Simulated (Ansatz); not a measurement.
## Geometry relaxation, with input and output: Mo (part 1 of 2)

The run: geometry relaxation of Mo (P6₃/mmc, 2 atoms in the cell). Method and program: DFT PBE, scalar-relativistic, plane waves, PAW, no spin polarisation (Ansatz 0.2.0).

The structure was made by swapping elements on the sites of another compound; it need not be a known phase. It belongs to a series of runs on one base structure; here: Re -> Mo on all its sites, cell and atoms relaxed. Figures and captions count atoms from 1; the log counts them from 0 in places.

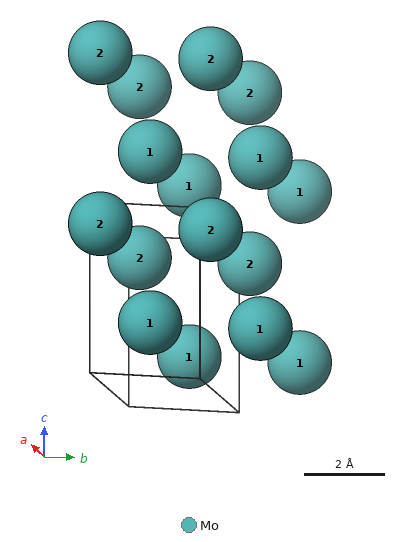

**Figure 1.** The input geometry (spheres-only view of the cell of the calculation, repeated 2 × 2 × 2, seen at an oblique angle; atoms are numbered from 1 in the order of the input).

Input file:
```yaml
crystal:
  lattice:
    - [2.8125985962, 0.0, 0.0]
    - [-1.4062992981, 2.435781835, 0.0]
    - [0.0, 0.0, 4.5452688079]
  atoms:
    - { symbol: Mo, position: [0.3333333333, 0.6666666667, 0.25] }
    - { symbol: Mo, position: [0.6666666667, 0.3333333333, 0.75] }
basis:
  ecutwfc: 420
kpoints:
  mp_grid: { grid: [18, 18, 10] }
hamiltonian:
  xc: pbe
scf:
  occupations: { method: gaussian, width: 0.1 }
output:
  forces: true
  stress: true
  eigenvalues: true
relax:
  adjacent_minimum: "off"
  f_tol: 0.01
  max_steps: 60
  cell: { stress_tol: 0.1 }
```

Run on 1 thread of Intel Xeon (Granite Rapids), 64 GiB of memory available, shared host.

Launched with:
```bash
ansatz run input.yaml --threads 1 --pin off --max-ram 2560MiB --backend cpu --events-out ev --progress --plain --runs-dir out
```

What the program printed:
```
Engine: ansatz 0.2.0, x86_64-unknown-linux-gnu
Pseudopotentials: kind: paw
Pseudopotential: Mo, paw, valence charge 14, recommended cutoff 420 eV (normal), Mo.paw.azcp
Functional definition: PBE
  parameter kappa = 0.804
  parameter beta = 0.06672455060314922
  exchange = pbe_x(kappa = kappa, mu = beta*pi^2/3)
  correlation = pbe_c(beta = beta)
Crystal: 2 atoms, lattice volume = 31.139 Å³
Basis set: ecut = 420 eV, 603 PW (Γ), exchange–correlation on 40×40×64 points (8 copies of the dense FFT grid, shifted against one another)
Bands: 18, of which v1, the nominal top of the filled ones, is band 14 counted from 1 (13 counted from 0)
Symmetry: 24 space group operations
Space group: P63/mmc (ITA 194), of the structure as read, at distance tolerance 3.1e-5 Å
k-points: 222 of 3240
Non-local potential: Mo, projectors of the file, l = 0: 3, l = 1: 2, l = 2: 2, l = 3: 1
PAW form: soft (Blöchl's): semilocal exchange-correlation on the pseudo side does not see the compensation charge
PAW one-centre angular grid: Mo, 590 points (default); XC on 64 Gauss nodes
Initial density: superposition of atomic densities (neutral atoms: chi_scale 0, normalization atom), corrected by the library's trained network
Initial wavefunctions: pseudopotential atomic-orbital guess
Functional: x = pbe(κ = 0.804, μ = 0.2195149727645171), c = pbe(β = 0.06672455060314922)
SCF iter   1: F=—  HF=-9911.091640 eV  |F-HF|=—  |Δ(HF+E_count)|=         —  Δρ=8.78e-3  dr2=1.97e-2  ethr=1.77e-3  ⟨swp⟩=5.1  Hψ=17638  notcnv=0
preconditioner: auto → none  [metal: Δε(μ)=0.004 eV  Ē_g=4.469 eV  σ=0.100 eV  W_gap=0.02  n_scr=8 (ndim 8)  ℏωp=23.1 eV  f_vac=0.000  D(μ)=3.42/eV (n_scr^D=36)  sad-step TF]
SCF iter   2: F=—  HF=-9911.088073 eV  |F-HF|=—  |Δ(HF+E_count)|=   3.57e-3  Δρ=5.29e-3  dr2=7.28e-3  ethr=7.02e-5  ⟨swp⟩=1.0  Hψ=5812  notcnv=0
SCF iter   3: F=—  HF=-9911.086294 eV  |F-HF|=—  |Δ(HF+E_count)|=   1.78e-3  Δρ=3.53e-4  dr2=1.83e-5  ethr=2.60e-5  ⟨swp⟩=2.0  Hψ=5373  notcnv=0
SCF iter   4: F=—  HF=-9911.086300 eV  |F-HF|=—  |Δ(HF+E_count)|=   6.59e-6  Δρ=8.20e-5  dr2=1.34e-6  ethr=6.55e-8  ⟨swp⟩=2.0  Hψ=5673  notcnv=0
iter 5 did not close the SCF: its close was put off for the readings that it lacked (scf_convergence_deferred on its scf_iter line)
SCF iter   5: F=-9911.086300 eV  HF=-9911.086300 eV  |F-HF|=5.64e-9  |Δ(HF+E_count)|=   5.36e-7  Δρ=1.42e-5  dr2=3.07e-8  ethr=4.78e-9  ⟨swp⟩=2.0  Hψ=7059  notcnv=0
SCF iter   6: F=-9911.086300 eV  HF=-9911.086300 eV  |F-HF|=1.22e-10  |Δ(HF+E_count)|=   1.22e-8  Δρ=2.54e-6  dr2=7.00e-10  ethr=1.10e-10  ⟨swp⟩=1.3  Hψ=12550  notcnv=0
SCF 1 converged in 6 iterations: F = -9911.086300 eV  dr2 = 7.00e-10
  greatest PAW one-centre occupation: 0.998 electrons in one spin orbital (limit 2), on the Mo atom at site 1 (counted from 0), in its partial waves of l = 0
relax step   1: F+E_penalty+E_count = -9911.08629982 eV  Δ(F+E_penalty+E_count) = +0.000e0 eV  max|allowed force component| = 3.701e-17 eV/Å  Δτ_max = 0.0000 Å  P = +6.686 GPa  Ω = 31.139 Å³  (6 SCF iters, dr2 threshold 1.00e-7 eV, accepted)
Crystal: 2 atoms, lattice volume = 33.666 Å³
Basis set: ecut = 420 eV, 663 PW (Γ), exchange–correlation on 40×40×64 points (8 copies of the dense FFT grid, shifted against one another)
Initial density: handed on by an earlier stage of this run
Initial wavefunctions: those handed on with the density
iter 1 solved again at ethr=7.64e-6 eV; its pass at ethr=3.10e-3 eV (dr2=2.14e-3 eV) is discarded
SCF iter   1: F=—  HF=-9911.046744 eV  |F-HF|=—  |Δ(HF+E_count)|=         —  Δρ=3.99e-3  dr2=2.12e-3  ethr=7.64e-6  ⟨swp⟩=1.2  Hψ=25534  notcnv=0
preconditioner: auto → none  [metal: Δε(μ)=0.013 eV  Ē_g=4.095 eV  σ=0.100 eV  W_gap=0.07  n_scr=8 (ndim 8)  ℏωp=22.2 eV  f_vac=0.000  D(μ)=4.11/eV (n_scr^D=54)]
SCF iter   2: F=—  HF=-9911.047288 eV  |F-HF|=—  |Δ(HF+E_count)|=   5.45e-4  Δρ=1.88e-3  dr2=4.01e-4  ethr=7.57e-6  ⟨swp⟩=1.0  Hψ=3996  notcnv=0
SCF iter   3: F=—  HF=-9911.047540 eV  |F-HF|=—  |Δ(HF+E_count)|=   2.52e-4  Δρ=2.70e-4  dr2=1.11e-5  ethr=1.43e-6  ⟨swp⟩=1.0  Hψ=3996  notcnv=0
SCF iter   4: F=—  HF=-9911.047569 eV  |F-HF|=—  |Δ(HF+E_count)|=   2.92e-5  Δρ=3.19e-5  dr2=1.18e-7  ethr=3.96e-8  ⟨swp⟩=2.9  Hψ=7361  notcnv=0
iter 5 did not close the SCF: its close was put off for the readings that it lacked (scf_convergence_deferred on its scf_iter line)
SCF iter   5: F=-9911.047569 eV  HF=-9911.047569 eV  |F-HF|=6.63e-9  |Δ(HF+E_count)|=   1.82e-8  Δρ=8.88e-6  dr2=1.45e-8  ethr=4.23e-10  ⟨swp⟩=2.0  Hψ=7157  notcnv=0
SCF iter   6: F=-9911.047569 eV  HF=-9911.047569 eV  |F-HF|=5.64e-11  |Δ(HF+E_count)|=   1.45e-9  Δρ=1.83e-6  dr2=3.78e-10  ethr=5.17e-11  ⟨swp⟩=1.9  Hψ=11696  notcnv=0
the search or the solves at the SCF's close seem to have found levels that the self-consistency loop had missed (the run counts 1). By its estimate they hold under 1e-12 electrons; where the run keeps them, the occupations were computed again with them
SCF 2 converged in 6 iterations: F = -9911.047569 eV  dr2 = 3.78e-10
relax step   2: F+E_penalty+E_count = -9911.04756889 eV  Δ(F+E_penalty+E_count) = +3.873e-2 eV  max|allowed force component| = 1.850e-17 eV/Å  Δτ_max = 0.0000 Å  P = -10.797 GPa  Ω = 33.666 Å³  energy of the carried Pulay correction = -6.505e-4 eV  (6 SCF iters, dr2 threshold 2.00e-7 eV, rejected (line search))
Crystal: 2 atoms, lattice volume = 32.030 Å³
Basis set: ecut = 420 eV, 615 PW (Γ), exchange–correlation on 40×40×64 points (8 copies of the dense FFT grid, shifted against one another)
iter 1 solved again at ethr=2.32e-6 eV; its pass at ethr=3.10e-3 eV (dr2=6.49e-4 eV) is discarded
SCF iter   1: F=—  HF=-9911.106678 eV  |F-HF|=—  |Δ(HF+E_count)|=         —  Δρ=2.25e-3  dr2=6.43e-4  ethr=2.32e-6  ⟨swp⟩=2.7  Hψ=25637  notcnv=0
preconditioner: auto → none  [metal: Δε(μ)=0.004 eV  Ē_g=4.350 eV  σ=0.100 eV  W_gap=0.02  n_scr=8 (ndim 8)  ℏωp=22.7 eV  f_vac=0.000  D(μ)=3.89/eV (n_scr^D=54)]
SCF iter   2: F=—  HF=-9911.106934 eV  |F-HF|=—  |Δ(HF+E_count)|=   2.56e-4  Δρ=1.15e-3  dr2=1.48e-4  ethr=2.30e-6  ⟨swp⟩=1.0  Hψ=3996  notcnv=0
SCF iter   3: F=—  HF=-9911.107033 eV  |F-HF|=—  |Δ(HF+E_count)|=   9.97e-5  Δρ=1.25e-4  dr2=4.98e-6  ethr=5.30e-7  ⟨swp⟩=1.0  Hψ=3996  notcnv=0
SCF iter   4: F=—  HF=-9911.107051 eV  |F-HF|=—  |Δ(HF+E_count)|=   1.75e-5  Δρ=2.24e-5  dr2=5.11e-8  ethr=1.78e-8  ⟨swp⟩=2.1  Hψ=6872  notcnv=0
SCF iter   5: F=—  HF=-9911.107051 eV  |F-HF|=—  |Δ(HF+E_count)|=   7.14e-9  Δρ=4.00e-6  dr2=2.65e-9  ethr=1.83e-10  ⟨swp⟩=2.0  Hψ=7146  notcnv=0
SCF iter   6: F=-9911.107051 eV  HF=-9911.107051 eV  |F-HF|=3.82e-11  |Δ(HF+E_count)|=  9.46e-11  Δρ=6.12e-7  dr2=7.66e-11  ethr=1.00e-12  ⟨swp⟩=3.0  Hψ=15629  notcnv=0
SCF 3 converged in 6 iterations: F = -9911.107051 eV  dr2 = 7.66e-11
relax step   3: F+E_penalty+E_count = -9911.10705079 eV  Δ(F+E_penalty+E_count) = -2.075e-2 eV  max|allowed force component| = 1.966e-17 eV/Å  Δτ_max = 0.0000 Å  P = -0.176 GPa  Ω = 32.030 Å³  energy of the carried Pulay correction = -2.351e-4 eV  (6 SCF iters, accepted)
Crystal: 2 atoms, lattice volume = 32.221 Å³
Basis set: ecut = 420 eV, 627 PW (Γ), exchange–correlation on 40×40×64 points (8 copies of the dense FFT grid, shifted against one another)
iter 1 solved again at ethr=5.78e-6 eV; its pass at ethr=3.10e-3 eV (dr2=1.62e-3 eV) is discarded
SCF iter   1: F=—  HF=-9911.115719 eV  |F-HF|=—  |Δ(HF+E_count)|=         —  Δρ=3.09e-3  dr2=1.64e-3  ethr=5.78e-6  ⟨swp⟩=1.5  Hψ=21969  notcnv=0
preconditioner: auto → none  [metal: Δε(μ)=0.002 eV  Ē_g=4.319 eV  σ=0.100 eV  W_gap=0.01  n_scr=8 (ndim 8)  ℏωp=22.7 eV  f_vac=0.000  D(μ)=3.84/eV (n_scr^D=42)]
SCF iter   2: F=—  HF=-9911.115320 eV  |F-HF|=—  |Δ(HF+E_count)|=   3.99e-4  Δρ=1.22e-3  dr2=1.56e-4  ethr=5.78e-6  ⟨swp⟩=1.9  Hψ=4711  notcnv=0
SCF iter   3: F=—  HF=-9911.115331 eV  |F-HF|=—  |Δ(HF+E_count)|=   1.12e-5  Δρ=2.98e-4  dr2=8.37e-6  ethr=5.57e-7  ⟨swp⟩=1.0  Hψ=3996  notcnv=0
iter 4 did not close the SCF: its close was put off for the readings that it lacked (scf_convergence_deferred on its scf_iter line)
SCF iter   4: F=-9911.115331 eV  HF=-9911.115331 eV  |F-HF|=3.22e-8  |Δ(HF+E_count)|=   4.27e-8  Δρ=1.62e-5  dr2=5.31e-8  ethr=2.99e-8  ⟨swp⟩=1.0  Hψ=3996  notcnv=0
iter 5 did not close the SCF: its close was put off for the readings that it lacked (scf_convergence_deferred on its scf_iter line)
SCF iter   5: F=-9911.115331 eV  HF=-9911.115331 eV  |F-HF|=1.69e-9  |Δ(HF+E_count)|=   8.64e-9  Δρ=4.46e-6  dr2=3.98e-9  ethr=1.90e-10  ⟨swp⟩=2.0  Hψ=7145  notcnv=0
SCF iter   6: F=-9911.115331 eV  HF=-9911.115331 eV  |F-HF|=3.09e-11  |Δ(HF+E_count)|=  5.44e-10  Δρ=1.02e-6  dr2=1.32e-10  ethr=1.42e-11  ⟨swp⟩=1.8  Hψ=11466  notcnv=0
SCF 4 converged in 6 iterations: F = -9911.115331 eV  dr2 = 1.32e-10
relax step   4: F+E_penalty+E_count = -9911.11533125 eV  Δ(F+E_penalty+E_count) = -8.280e-3 eV  max|allowed force component| = 1.850e-17 eV/Å  Δτ_max = 0.0000 Å  P = -1.340 GPa  Ω = 32.221 Å³  energy of the carried Pulay correction = -2.840e-4 eV  (6 SCF iters, dr2 threshold 2.00e-7 eV, accepted)
Crystal: 2 atoms, lattice volume = 32.561 Å³
Basis set: ecut = 420 eV, 665 PW (Γ), exchange–correlation on 40×40×64 points (8 copies of the dense FFT grid, shifted against one another)
iter 1 solved again at ethr=5.72e-5 eV; its pass at ethr=3.10e-3 eV (dr2=1.60e-2 eV) is discarded
SCF iter   1: F=—  HF=-9911.163298 eV  |F-HF|=—  |Δ(HF+E_count)|=         —  Δρ=9.78e-3  dr2=1.68e-2  ethr=5.72e-5  ⟨swp⟩=1.0  Hψ=22819  notcnv=0
preconditioner: auto → Kerker (q_TF=auto, 2.661 Å⁻¹)  [metal: Δε(μ)=0.003 eV  Ē_g=4.295 eV  σ=0.100 eV  W_gap=0.02  n_scr=10 (ndim 8)  ℏωp=22.5 eV  f_vac=0.000  D(μ)=3.05/eV (n_scr^D=36)]
SCF iter   2: F=—  HF=-9911.160447 eV  |F-HF|=—  |Δ(HF+E_count)|=   2.85e-3  Δρ=5.55e-3  dr2=5.86e-3  ethr=5.72e-5  ⟨swp⟩=1.0  Hψ=3996  notcnv=0
SCF iter   3: F=—  HF=-9911.158994 eV  |F-HF|=—  |Δ(HF+E_count)|=   1.45e-3  Δρ=6.04e-4  dr2=5.96e-5  ethr=2.09e-5  ⟨swp⟩=2.4  Hψ=5245  notcnv=0
SCF iter   4: F=—  HF=-9911.159029 eV  |F-HF|=—  |Δ(HF+E_count)|=   3.50e-5  Δρ=7.34e-5  dr2=1.03e-6  ethr=2.13e-7  ⟨swp⟩=2.2  Hψ=7024  notcnv=0
iter 5 did not close the SCF: its close was put off for the readings that it lacked (scf_convergence_deferred on its scf_iter line)
SCF iter   5: F=-9911.159029 eV  HF=-9911.159029 eV  |F-HF|=1.12e-8  |Δ(HF+E_count)|=   1.11e-7  Δρ=1.46e-5  dr2=2.30e-8  ethr=3.67e-9  ⟨swp⟩=2.4  Hψ=5414  notcnv=0
SCF iter   6: F=-9911.159029 eV  HF=-9911.159029 eV  |F-HF|=2.40e-10  |Δ(HF+E_count)|=   1.28e-8  Δρ=1.78e-6  dr2=4.19e-10  ethr=8.20e-11  ⟨swp⟩=1.9  Hψ=12073  notcnv=0
the search or the solves at the SCF's close seem to have found levels that the self-consistency loop had missed (the run counts 1). By its estimate they hold under 1e-12 electrons; where the run keeps them, the occupations were computed again with them
SCF 5 converged in 6 iterations: F = -9911.159029 eV  dr2 = 4.19e-10
relax step   5: F+E_penalty+E_count = -9911.15902942 eV  Δ(F+E_penalty+E_count) = -4.370e-2 eV  max|allowed force component| = 3.296e-17 eV/Å  Δτ_max = 0.0000 Å  P = -2.946 GPa  Ω = 32.561 Å³  energy of the carried Pulay correction = -3.698e-4 eV  (6 SCF iters, dr2 threshold 2.00e-7 eV, accepted)
Crystal: 2 atoms, lattice volume = 32.360 Å³
Basis set: ecut = 420 eV, 659 PW (Γ), exchange–correlation on 40×40×64 points (8 copies of the dense FFT grid, shifted against one another)
iter 1 solved again at ethr=1.09e-4 eV; its pass at ethr=3.10e-3 eV (dr2=3.04e-2 eV) is discarded
SCF iter   1: F=—  HF=-9911.147905 eV  |F-HF|=—  |Δ(HF+E_count)|=         —  Δρ=1.11e-2  dr2=3.08e-2  ethr=1.09e-4  ⟨swp⟩=1.0  Hψ=26141  notcnv=0
preconditioner: auto → none  [metal: Δε(μ)=0.010 eV  Ē_g=4.387 eV  σ=0.100 eV  W_gap=0.06  n_scr=4 (ndim 8)  ℏωp=22.6 eV  f_vac=0.000  D(μ)=2.42/eV (n_scr^D=34)]
SCF iter   2: F=—  HF=-9911.138486 eV  |F-HF|=—  |Δ(HF+E_count)|=   9.42e-3  Δρ=3.83e-3  dr2=1.84e-3  ethr=1.09e-4  ⟨swp⟩=2.6  Hψ=5410  notcnv=0
SCF iter   3: F=—  HF=-9911.138365 eV  |F-HF|=—  |Δ(HF+E_count)|=   1.21e-4  Δρ=1.19e-3  dr2=1.38e-4  ethr=6.57e-6  ⟨swp⟩=1.0  Hψ=4040  notcnv=0
SCF iter   4: F=—  HF=-9911.138358 eV  |F-HF|=—  |Δ(HF+E_count)|=   6.61e-6  Δρ=1.02e-4  dr2=2.58e-6  ethr=4.93e-7  ⟨swp⟩=1.2  Hψ=4317  notcnv=0
iter 5 did not close the SCF: its close was put off for the readings that it lacked (scf_convergence_deferred on its scf_iter line)
SCF iter   5: F=-9911.138358 eV  HF=-9911.138357 eV  |F-HF|=1.09e-8  |Δ(HF+E_count)|=   5.77e-7  Δρ=2.36e-5  dr2=5.46e-8  ethr=9.21e-9  ⟨swp⟩=2.0  Hψ=6673  notcnv=0
SCF iter   6: F=-9911.138358 eV  HF=-9911.138358 eV  |F-HF|=3.07e-10  |Δ(HF+E_count)|=   1.79e-8  Δρ=3.19e-6  dr2=6.88e-10  ethr=1.95e-10  ⟨swp⟩=1.7  Hψ=12618  notcnv=0
the search or the solves at the SCF's close seem to have found levels that the self-consistency loop had missed (the run counts 2). By its estimate they hold under 1e-12 electrons; where the run keeps them, the occupations were computed again with them
SCF 6 converged in 6 iterations: F = -9911.138358 eV  dr2 = 6.88e-10
relax step   6: F+E_penalty+E_count = -9911.13835752 eV  Δ(F+E_penalty+E_count) = +2.067e-2 eV  max|allowed force component| = 1.295e-16 eV/Å  Δτ_max = 0.0000 Å  P = +0.753 GPa  Ω = 32.360 Å³  energy of the carried Pulay correction = -3.151e-4 eV  (6 SCF iters, dr2 threshold 2.00e-7 eV, rejected (line search))
Crystal: 2 atoms, lattice volume = 32.302 Å³
Basis set: ecut = 420 eV, 647 PW (Γ), exchange–correlation on 40×40×64 points (8 copies of the dense FFT grid, shifted against one another)
iter 1 solved again at ethr=2.79e-5 eV; its pass at ethr=3.10e-3 eV (dr2=7.81e-3 eV) is discarded
SCF iter   1: F=—  HF=-9911.175015 eV  |F-HF|=—  |Δ(HF+E_count)|=         —  Δρ=5.79e-3  dr2=8.35e-3  ethr=2.79e-5  ⟨swp⟩=1.1  Hψ=22773  notcnv=0
preconditioner: auto → Kerker (q_TF=auto, 2.664 Å⁻¹)  [metal: Δε(μ)=0.010 eV  Ē_g=4.357 eV  σ=0.100 eV  W_gap=0.06  n_scr=10 (ndim 8)  ℏωp=22.6 eV  f_vac=0.000  D(μ)=2.77/eV (n_scr^D=36)]
SCF iter   2: F=—  HF=-9911.173375 eV  |F-HF|=—  |Δ(HF+E_count)|=   1.64e-3  Δρ=3.28e-3  dr2=2.93e-3  ethr=2.79e-5  ⟨swp⟩=1.0  Hψ=3996  notcnv=0
SCF iter   3: F=—  HF=-9911.172504 eV  |F-HF|=—  |Δ(HF+E_count)|=   8.71e-4  Δρ=4.47e-4  dr2=3.06e-5  ethr=1.05e-5  ⟨swp⟩=2.6  Hψ=6163  notcnv=0
SCF iter   4: F=—  HF=-9911.172521 eV  |F-HF|=—  |Δ(HF+E_count)|=   1.71e-5  Δρ=5.55e-5  dr2=6.95e-7  ethr=1.09e-7  ⟨swp⟩=2.2  Hψ=6961  notcnv=0
SCF iter   5: F=—  HF=-9911.172521 eV  |F-HF|=—  |Δ(HF+E_count)|=   1.47e-7  Δρ=1.23e-5  dr2=1.73e-8  ethr=2.48e-9  ⟨swp⟩=2.8  Hψ=6997  notcnv=0
SCF iter   6: F=—  HF=-9911.172521 eV  |F-HF|=—  |Δ(HF+E_count)|=   5.12e-9  Δρ=1.53e-6  dr2=3.42e-10  ethr=6.18e-11  ⟨swp⟩=2.5  Hψ=7237  notcnv=0
SCF iter   7: F=-9911.172521 eV  HF=-9911.172521 eV  |F-HF|=0.00e0  |Δ(HF+E_count)|=  1.82e-10  Δρ=1.96e-7  dr2=9.65e-12  ethr=1.00e-12  ⟨swp⟩=4.0  Hψ=12583  notcnv=0
the search or the solves at the SCF's close seem to have found levels that the self-consistency loop had missed (the run counts 1). By its estimate they hold under 1e-12 electrons; where the run keeps them, the occupations were computed again with them
SCF 7 converged in 7 iterations: F = -9911.172521 eV  dr2 = 9.65e-12
relax step   7: F+E_penalty+E_count = -9911.17252111 eV  Δ(F+E_penalty+E_count) = -1.349e-2 eV  max|allowed force component| = 5.667e-17 eV/Å  Δτ_max = 0.0000 Å  P = -0.333 GPa  Ω = 32.302 Å³  energy of the carried Pulay correction = -3.019e-4 eV  (7 SCF iters, accepted)
Crystal: 2 atoms, lattice volume = 32.226 Å³
iter 1 solved again at ethr=4.62e-7 eV; its pass at ethr=3.10e-3 eV (dr2=1.29e-4 eV) is discarded
```
